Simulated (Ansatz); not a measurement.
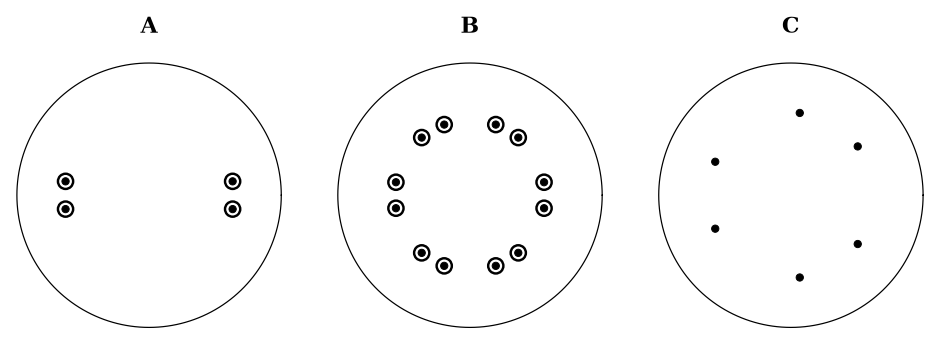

Stereographic projection: filled dots lie in the upper hemisphere, open rings in the lower. Each shows the poles of one general form. The c axis points at the viewer. Computed from the symmetry of the structures below (computed or model cells, partly hypothetical).

Match each stereogram to its crystal.
1. BN, R3m (No. 160, hexagonal axes)
2. Ge, No. 194, P6₃/mmc
3. Ta, Fddd (No. 70, origin choice 1)

Answer. A is 3 (point group mmm); B is 2 (point group 6/mmm); C is 1 (point group 3m).
